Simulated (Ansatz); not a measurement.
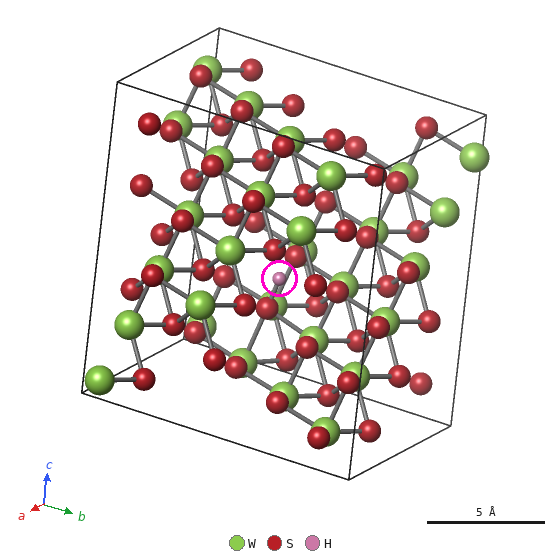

Ball-and-stick representation of a periodic structure, projected slightly off an axis. The parallelepiped is the supercell. The host is WS2, in a cell of 72 sites, and the cell is neutral. A ring marks the defect's site.

### Name the defect and give its surroundings.

An interstitial hydrogen atom. It is bonded to one S at about 1.4 Å. Not all metal-metal contacts are counted.

All computed values are from DFT PBE, scalar-relativistic, plane waves, PAW in Ansatz 0.2.0. Settings: a basis cut at 420 eV, the zone sampled with 1×1×1 points, Gaussian smearing of 0.01 eV, collinear spins.

### Does the cell have a net magnetic moment?

Yes, 1.0 μB in the cell.

The atoms were relaxed in the host's cell with DFT PBE, scalar-relativistic, plane waves, PAW in Ansatz.
